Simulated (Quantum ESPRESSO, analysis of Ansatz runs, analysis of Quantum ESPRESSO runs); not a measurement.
# Ga-H pair in Si: local vibrational mode against experiment (Quantum ESPRESSO)

Subject: Ga-H pair in Si. Wanted: its local vibrational mode, in one set-up (PBE, GBRV 1.5 PBE, 64-site cell, PBE lattice, k: the zone centre alone, anharmonic cut along the mode). The model is a cell of 64 host atoms with Ga put on another atom's site and H put in between. The frequencies come from force constants among the defect atom and its neighbours, with the masses of the isotopes named.

What was measured. Si-H stretch, 1H: 2171 cm⁻¹, by IR absorption (quoted in “Local vibrational modes of impurities in silicon”, 2008, M.D. McCluskey, quoting earlier work (1987)). The runs below try to reproduce this.

Program: Quantum ESPRESSO 7.5. Level of theory: Quantum ESPRESSO plane-wave DFT, PBE, GBRV 1.5 PBE potentials; relaxation of all atoms of a defect supercell. Results are calculated unless marked as measured.

### Step 1. Set-up

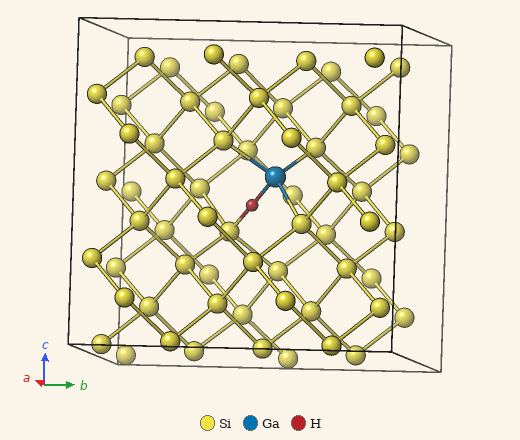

The cell as given, slightly off an axis (silicon yellow, gallium blue, hydrogen red). Bonds to atoms that aren't drawn are left out.

The cell holds 65 atoms: 63 Si, 1 Ga and 1 H. Its edges and angles: a = 10.936 Å, b = 10.936 Å, c = 10.936 Å, α = 90.0°, β = 90.0°, γ = 90.0°. It derives from Si (space group Fd-3m). Nearest the centre at fractional (0.346, 0.346, 0.346): H65 at 0.55 Å, Ga8 at 1.02 Å, Si4 at 2.04 Å, Si42 at 2.60 Å, Si27 at 2.60 Å, Si49 at 2.61 Å, Si6 at 3.41 Å, Si7 at 3.41 Å.

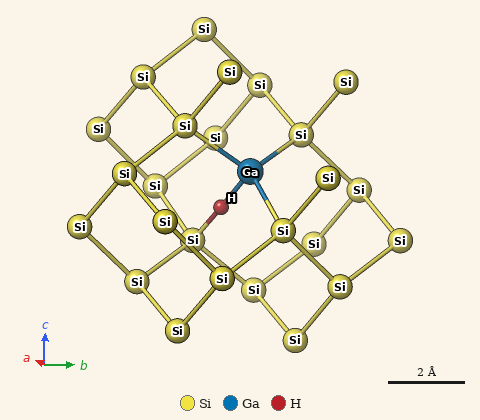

The atoms within 5 Å of the centre.

The host's primitive cell comes from a first run (Quantum ESPRESSO plane-wave DFT, PBE, GBRV 1.5 PBE potentials; relaxation of cell and atoms of a defect-free cell): vectors of 3.867, 3.867 and 3.867 Å. That is 20.44 Å³ an atom, 2.1 % over the diffraction cell's volume. The supercell is built on it.

### Step 2. Relaxation, charge 0

Every later number rests on the structure around the defect, so the atoms are relaxed at the host's lattice first.

File pw.in:

```
&CONTROL
  calculation = 'relax'
  prefix = 'pwscf'
  outdir = './tmp'
  pseudo_dir = './pseudo'
  tprnfor = .true.
  disk_io = 'low'
  nstep = 70
  forc_conv_thr = 0.00039
  etot_conv_thr = 0.0001
/
&SYSTEM
  ibrav = 0
  nat = 65
  ntyp = 3
  ecutwfc = 45
  ecutrho = 360
  nbnd = 140
  occupations = 'smearing'
  smearing = 'fd'
  degauss = 0.00073499
  nosym = .true.
/
&ELECTRONS
  conv_thr = 6d-08
  electron_maxstep = 100
  mixing_beta = 0.5
/
&IONS
  ion_dynamics = 'bfgs'
/
ATOMIC_SPECIES
Si    28.0850 si_pbe_v1.uspp.F.UPF
Ga    69.7230 ga_pbe_v1.4.uspp.F.UPF
H      1.0080 h_pbe_v1.4.uspp.F.UPF
CELL_PARAMETERS angstrom
  10.9364688678    0.0000000000    0.0000000000
   0.0000000000   10.9364688678    0.0000000000
   0.0000000000    0.0000000000   10.9364688678
ATOMIC_POSITIONS crystal
Si    -0.0006419847    0.0009982937    0.2513912474
Si    -0.0008882219    0.2506438110   -0.0014631723
Si     0.2488743663   -0.0003359051    0.0014015778
Si     0.2373967302    0.2383004015    0.2376776756
Si     0.1233046700    0.1246596174    0.3744047691
Si     0.1252397326    0.3750832304    0.1268110508
Si     0.3760662092    0.1262191139    0.1258492721
Ga     0.4001711895    0.3998711392    0.3990634099
Si     0.0014018007    0.0011581310    0.7498050859
Si     0.0002821662    0.2496320616    0.5017689849
Si     0.2490673973   -0.0001854973    0.5015620970
Si     0.2499087129    0.2516715904    0.7507360409
Si     0.1239179227    0.1238347882    0.8759031579
Si     0.1248017101    0.3733817757    0.6258284536
Si     0.3766020981    0.1250846428    0.6241222636
Si     0.3764576107    0.3741719466    0.8742692452
Si     0.0016539620    0.5004636007    0.2493724746
Si    -0.0008184895    0.7511149311    0.0011963727
Si     0.2484714301    0.5007954815   -0.0006123620
Si     0.2496342548    0.7509765765    0.2484977241
Si     0.1251123555    0.6262908137    0.3762905349
Si     0.1241061485    0.8736348444    0.1258256413
Si     0.3764381251    0.6261187945    0.1251562019
Si     0.3748411800    0.8737249244    0.3763012542
Si     0.0001122857    0.4989404814    0.7485136904
Si    -0.0008002647    0.7495521581    0.5015821878
Si     0.2488185294    0.4986062395    0.5000765690
Si     0.2503603956    0.7509482107    0.7515216161
Si     0.1266279722    0.6241693000    0.8750628341
Si     0.1239100302    0.8738566307    0.6240786007
Si     0.3750406869    0.6237837998    0.6236348972
Si     0.3735128733    0.8752996890    0.8760212466
Si     0.4985958647   -0.0000555600    0.2488296918
Si     0.4987962732    0.2491905535    0.0011136167
Si     0.7500007382    0.0004019365   -0.0017840265
Si     0.7500784436    0.2489144237    0.2514695832
Si     0.6246420808    0.1255772007    0.3733020491
Si     0.6261701068    0.3745726092    0.1236611605
Si     0.8762539368    0.1240409068    0.1259230854
Si     0.8764360172    0.3743617228    0.3740647134
Si     0.5016037532   -0.0007691014    0.7504251622
Si     0.4984599673    0.2507468700    0.5006440407
Si     0.7492647574   -0.0016714867    0.5000992703
Si     0.7488593484    0.2510427322    0.7490222845
Si     0.6239016840    0.1264584234    0.8751049152
Si     0.6256994902    0.3758122342    0.6264816522
Si     0.8767303948    0.1249632886    0.6244095002
Si     0.8755730041    0.3767317890    0.8748700879
Si     0.5005806969    0.5011669387    0.2512827116
Si     0.4999888480    0.7517766519    0.0004332293
Si     0.7501054490    0.4981745234    0.0000286333
Si     0.7507878554    0.7507649479    0.2485376585
Si     0.6252106710    0.6263890544    0.3738293380
Si     0.6247522505    0.8765516459    0.1240644150
Si     0.8759494028    0.6262301162    0.1259642367
Si     0.8731865527    0.8749842943    0.3747644871
Si     0.5015501526    0.4990358368    0.7501082605
Si     0.4998708350    0.7516366325    0.4991943607
Si     0.7517060224    0.5001223491    0.4993528353
Si     0.7492629543    0.7485299184    0.7507999549
Si     0.6237055466    0.6253365971    0.8737528446
Si     0.6257080097    0.8747334542    0.6266649263
Si     0.8740535793    0.6243589927    0.6235725192
Si     0.8739953159    0.8746307466    0.8735172439
H      0.3163452218    0.3178229552    0.3152470520
K_POINTS gamma
```

On the command line:

```sh
$ OMP_NUM_THREADS=1 mpirun -n 4 pw.x -in pw.in > pw.out
```

What it wrote:

```text
This program is part of the open-source Quantum ESPRESSO suite
     for quantum simulation of materials; please cite
         "P. Giannozzi et al., J. Phys.:Condens. Matter 21 395502 (2009);
         "P. Giannozzi et al., J. Phys.:Condens. Matter 29 465901 (2017);
         "P. Giannozzi et al., J. Chem. Phys. 152 154105 (2020);
          URL
     in publications or presentations arising from this work. More details at

     gamma-point specific algorithms are used

     Subspace diagonalization in iterative solution of the eigenvalue problem:
     a serial algorithm will be used

     --------------------
     sticks:   dense  smooth     PW     G-vecs:    dense   smooth      PW
     Min        3064    1529    382               254588    90021   11254
     Max        3065    1532    384               254593    90024   11259
     Sum       12257    6125   1533              1018357   360093   45025

     Using Slab Decomposition

     bravais-lattice index     =            0
     lattice parameter (alat)  =      20.6669  a.u.
     unit-cell volume          =    8827.3016 (a.u.)^3
     number of atoms/cell      =           65
     number of atomic types    =            3
     number of electrons       =       272.00
     number of Kohn-Sham states=          140
     kinetic-energy cutoff     =      45.0000  Ry
     charge density cutoff     =     360.0000  Ry
     scf convergence threshold =      6.0E-08
     mixing beta               =       0.5000
     number of iterations used =            8  plain     mixing
     energy convergence thresh.=      1.0E-04
     force convergence thresh. =      3.9E-04
     Exchange-correlation=  SLA  PW   PBX  PBC
                           (   1   4   3   4   0   0   0)
     nstep                     =           70

     celldm(1)=  20.666931  celldm(2)=   0.000000  celldm(3)=   0.000000
     celldm(4)=   0.000000  celldm(5)=   0.000000  celldm(6)=   0.000000

     crystal axes: (cart. coord. in units of alat)
               a(1) = (   1.000000   0.000000   0.000000 )
               a(2) = (   0.000000   1.000000   0.000000 )
               a(3) = (   0.000000   0.000000   1.000000 )

     reciprocal axes: (cart. coord. in units 2 pi/alat)
               b(1) = (  1.000000  0.000000  0.000000 )
               b(2) = (  0.000000  1.000000  0.000000 )
               b(3) = (  0.000000  0.000000  1.000000 )

     PseudoPot. # 1 for Si read from file:
     si_pbe_v1.uspp.F.UPF
     Pseudo is Ultrasoft + core correction, Zval =  4.0
     Generated by new atomic code, or converted to UPF format
     Using radial grid of  899 points,  6 beta functions with:
                l(1) =   0
                l(2) =   0
                l(3) =   1
                l(4) =   1
                l(5) =   2
                l(6) =   2
     Q(r) pseudized with  8 coefficients,  rinner =    0.900   0.900   0.900
                                                       0.900   0.900

     PseudoPot. # 2 for Ga read from file:
     ga_pbe_v1.4.uspp.F.UPF
     Pseudo is Ultrasoft + core correction, Zval = 19.0
     Generated by new atomic code, or converted to UPF format
     Using radial grid of  871 points,  6 beta functions with:
                l(1) =   0
                l(2) =   0
                l(3) =   1
                l(4) =   1
                l(5) =   2
                l(6) =   2
     Q(r) pseudized with  8 coefficients,  rinner =    1.250   1.250   1.250
                                                       1.250   1.250

     PseudoPot. # 3 for H  read from file:
     h_pbe_v1.4.uspp.F.UPF
     Pseudo is Ultrasoft, Zval =  1.0
     Generated by new atomic code, or converted to UPF format
     Using radial grid of  615 points,  2 beta functions with:
                l(1) =   0
                l(2) =   0
     Q(r) pseudized with  8 coefficients,  rinner =    0.700

     atomic species   valence    mass     pseudopotential
     Si                4.00    28.08500     Si( 1.00)
     Ga               19.00    69.72300     Ga( 1.00)
     H                 1.00     1.00800     H ( 1.00)

     No symmetry found

   Cartesian axes

     site n.     atom                  positions (alat units)
         1        Si     tau(   1) = (  -0.0006420   0.0009983   0.2513912  )
         2        Si     tau(   2) = (  -0.0008882   0.2506438  -0.0014632  )
         3        Si     tau(   3) = (   0.2488744  -0.0003359   0.0014016  )
         4        Si     tau(   4) = (   0.2373967   0.2383004   0.2376777  )
         5        Si     tau(   5) = (   0.1233047   0.1246596   0.3744048  )
         6        Si     tau(   6) = (   0.1252397   0.3750832   0.1268111  )
         7        Si     tau(   7) = (   0.3760662   0.1262191   0.1258493  )
         8        Ga     tau(   8) = (   0.4001712   0.3998711   0.3990634  )
         9        Si     tau(   9) = (   0.0014018   0.0011581   0.7498051  )
        10        Si     tau(  10) = (   0.0002822   0.2496321   0.5017690  )
        11        Si     tau(  11) = (   0.2490674  -0.0001855   0.5015621  )
        12        Si     tau(  12) = (   0.2499087   0.2516716   0.7507360  )
        13        Si     tau(  13) = (   0.1239179   0.1238348   0.8759032  )
        14        Si     tau(  14) = (   0.1248017   0.3733818   0.6258285  )
        15        Si     tau(  15) = (   0.3766021   0.1250846   0.6241223  )
        16        Si     tau(  16) = (   0.3764576   0.3741719   0.8742692  )
        17        Si     tau(  17) = (   0.0016540   0.5004636   0.2493725  )
[...]
57        Si     tau(  57) = (   0.5015502   0.4990358   0.7501083  )
        58        Si     tau(  58) = (   0.4998708   0.7516366   0.4991944  )
        59        Si     tau(  59) = (   0.7517060   0.5001223   0.4993528  )
        60        Si     tau(  60) = (   0.7492630   0.7485299   0.7508000  )
        61        Si     tau(  61) = (   0.6237055   0.6253366   0.8737528  )
        62        Si     tau(  62) = (   0.6257080   0.8747335   0.6266649  )
        63        Si     tau(  63) = (   0.8740536   0.6243590   0.6235725  )
        64        Si     tau(  64) = (   0.8739953   0.8746307   0.8735172  )
        65        H      tau(  65) = (   0.3163452   0.3178230   0.3152471  )

     number of k points=     1  Fermi-Dirac smearing, width (Ry)=  0.0007
                       cart. coord. in units 2pi/alat
        k(    1) = (   0.0000000   0.0000000   0.0000000), wk =   2.0000000

     Dense  grid:   509179 G-vectors     FFT dimensions: ( 125, 125, 125)

     Smooth grid:   180047 G-vectors     FFT dimensions: (  90,  90,  90)

[...]
atom    4 type  1   force =    -0.00003091   -0.00009315    0.00006085
     atom    5 type  1   force =    -0.00005714   -0.00011511    0.00012432
     atom    6 type  1   force =    -0.00025035   -0.00002189   -0.00037312
     atom    7 type  1   force =    -0.00006686   -0.00029316   -0.00027127
     atom    8 type  2   force =     0.00006238    0.00011602    0.00016276
     atom    9 type  1   force =     0.00018581    0.00004725   -0.00030379
     atom   10 type  1   force =    -0.00013306    0.00014269   -0.00014623
     atom   11 type  1   force =    -0.00012533   -0.00021394   -0.00007578
     atom   12 type  1   force =    -0.00011736   -0.00017177    0.00024570
     atom   13 type  1   force =     0.00008544   -0.00000619    0.00000882
     atom   14 type  1   force =    -0.00004060    0.00015089   -0.00006573
     atom   15 type  1   force =     0.00002842    0.00002423    0.00018640
     atom   16 type  1   force =    -0.00000694    0.00014548   -0.00000268
[...]
Total force =     0.002235     Total SCF correction =     0.000041
     Energy error            =      1.2E-05 Ry
     Gradient error          =      4.5E-04 Ry/Bohr

     number of scf cycles    =  17
     number of bfgs steps    =  16

     energy             old  =   -1020.5440519765 Ry
     energy             new  =   -1020.5440637705 Ry

     CASE: energy            _new < energy            _old

     new trust radius        =       0.0021523225 bohr
     new conv_thr            =       0.0000000006 Ry

ATOMIC_POSITIONS (crystal)
Si              -0.0021305010       -0.0020546911        0.2494508090
Si              -0.0024738070        0.2494218721       -0.0023674000
Si               0.2492100364       -0.0022335767       -0.0021134528
Si               0.2315182619        0.2318048745        0.2314242206
Si               0.1203376453        0.1204347396        0.3764525938
Si               0.1199799322        0.3764310607        0.1199708910
Si               0.3763348244        0.1202541266        0.1202267043
Ga               0.4028356861        0.4030643711        0.4030539206
Si              -0.0001535185       -0.0000773038        0.7494887265
Si              -0.0004209834        0.2508188512        0.5001897669
Si               0.2508465170       -0.0003189077        0.5001015218
Si               0.2501616592        0.2501579793        0.7497506564
Si               0.1247887918        0.1249135304        0.8741830497
Si               0.1239782644        0.3754814723        0.6263298373
Si               0.3755020002        0.1240593509        0.6262465021
Si               0.3751454018        0.3751460497        0.8744756394
[...]
NEW-OLD atomic charge density approx. for the potential

     Self-consistent Calculation

     iteration #  1     ecut=    45.00 Ry     beta= 0.50
     Davidson diagonalization with overlap
     ethr =  1.00E-06,  avg # of iterations =  2.0

     Threshold (ethr) on eigenvalues was too large:
     Diagonalizing with lowered threshold

     Davidson diagonalization with overlap
     ethr =  5.40E-10,  avg # of iterations =  8.0

     total energy              =   -1020.54407076 Ry
     estimated scf accuracy    <       0.00000278 Ry

     iteration #  2     ecut=    45.00 Ry     beta= 0.50
     Davidson diagonalization with overlap
     ethr =  1.02E-09,  avg # of iterations =  2.0

     total energy              =   -1020.54407097 Ry
     estimated scf accuracy    <       0.00000078 Ry

     iteration #  3     ecut=    45.00 Ry     beta= 0.50
     Davidson diagonalization with overlap
     ethr =  2.87E-10,  avg # of iterations =  3.0

     total energy              =   -1020.54407108 Ry
     estimated scf accuracy    <       0.00000049 Ry

     iteration #  4     ecut=    45.00 Ry     beta= 0.50
     Davidson diagonalization with overlap
     ethr =  1.80E-10,  avg # of iterations =  2.0

     total energy              =   -1020.54407115 Ry
     estimated scf accuracy    <       0.00000006 Ry

     iteration #  5     ecut=    45.00 Ry     beta= 0.50
     Davidson diagonalization with overlap
     ethr =  2.09E-11,  avg # of iterations =  3.0

     total energy              =   -1020.54407116 Ry
     estimated scf accuracy    <          8.6E-09 Ry

     iteration #  6     ecut=    45.00 Ry     beta= 0.50
     Davidson diagonalization with overlap
     ethr =  3.14E-12,  avg # of iterations =  5.0

     total energy              =   -1020.54407116 Ry
     estimated scf accuracy    <          6.9E-10 Ry

     iteration #  7     ecut=    45.00 Ry     beta= 0.50
     Davidson diagonalization with overlap
     ethr =  2.53E-13,  avg # of iterations =  6.0

     End of self-consistent calculation

          k = 0.0000 0.0000 0.0000 ( 22513 PWs)   bands (ev):

[...]
2.2815   2.3255   2.3258   2.3392   2.3400   2.3427   2.3557   2.3559
     2.3729   2.3731   2.3805   2.3819   2.4024   2.4040   2.4041   2.4981
     2.5371   2.5376   2.5542   2.5544   2.6724   2.7208   2.7211   3.1956
     3.2669   3.2670   3.2835   3.3404   3.3406   4.0890   4.1567   4.1572
     4.2086   4.2126   4.2133   4.2137   4.2139   4.2302   4.2302   4.3347
     4.3352   4.6486   4.7097   4.7098   4.7363   4.7562   4.7625   4.7627
     4.7737   4.7935   4.7936   4.8156   4.8158   4.8485   4.8635   4.8638
     4.8994   4.8999   4.9135   5.2565   5.2569   6.0463   6.1323   6.1324
     6.7197   6.7359   6.8424   6.8429

     the Fermi energy is     6.3862 ev

!    total energy              =   -1020.54407116 Ry
     estimated scf accuracy    <          1.3E-10 Ry
     smearing contrib. (-TS)   =      -0.00000000 Ry
     internal energy E=F+TS    =   -1020.54407116 Ry

     The total energy is F=E-TS. E is the sum of the following terms:
     one-electron contribution =    -380.95805277 Ry
     hartree contribution      =     310.72963346 Ry
     xc contribution           =    -320.71412743 Ry
     ewald contribution        =    -629.60152442 Ry

     convergence has been achieved in   7 iterations

     Forces acting on atoms (cartesian axes, Ry/au):

[...]
atom   58 type  1   force =     0.00015355    0.00026516    0.00022226
     atom   59 type  1   force =     0.00012799    0.00007732    0.00016743
     atom   60 type  1   force =    -0.00020029   -0.00015480   -0.00013674
     atom   61 type  1   force =     0.00013451    0.00008110    0.00019318
     atom   62 type  1   force =     0.00010338    0.00010801   -0.00004330
     atom   63 type  1   force =     0.00004717    0.00001363    0.00014763
     atom   64 type  1   force =     0.00012196    0.00007629    0.00000405
     atom   65 type  3   force =     0.00013768    0.00019392    0.00005567

     Total force =     0.001651     Total SCF correction =     0.000028
     Energy error            =      7.4E-06 Ry
     Gradient error          =      3.2E-04 Ry/Bohr

     bfgs converged in  18 scf cycles and  17 bfgs steps
     (criteria: energy <  1.0E-04 Ry, force <  3.9E-04 Ry/Bohr)

     End of BFGS Geometry Optimization

     Final energy             =   -1020.5440711618 Ry

     File ./tmp/pwscf.bfgs deleted, as requested
Begin final coordinates

ATOMIC_POSITIONS (crystal)
[...]
Si               0.5001930461        0.7498230118        0.5002409150
Si               0.7498675307        0.5003084098        0.5001752462
Si               0.7500821227        0.7500732869        0.7501405360
Si               0.6249144667        0.6250476088        0.8750695987
Si               0.6249213796        0.8750031119        0.6251314644
Si               0.8750556170        0.6250517403        0.6250149698
Si               0.8750451980        0.8750824377        0.8750954757
H                0.3105844388        0.3121814230        0.3095180607
End final coordinates

=------------------------------------------------------------------------------=
   JOB DONE.
=------------------------------------------------------------------------------=
```

Elapsed: 16 min, on 4 MPI ranks of Arm Neoverse V2, shared host; peak memory 3.6 GiB; 63 min of CPU time.

(Continued in part 2 of 3.)

[Logs are printed without paths, hosts, clocks, repeated set-up lines and the standing remarks that a program may print on its own settings, such as how far it seeks lower states.]

[Hosts, paths, dates, database ids (printed as entryN), source tags and the programs' standing remarks are cut or masked in the printed files.]

[For some hosts the program warned that the k-mesh of the response run may be too coarse for force constants and the static dielectric constant; such warnings are not shown here.]
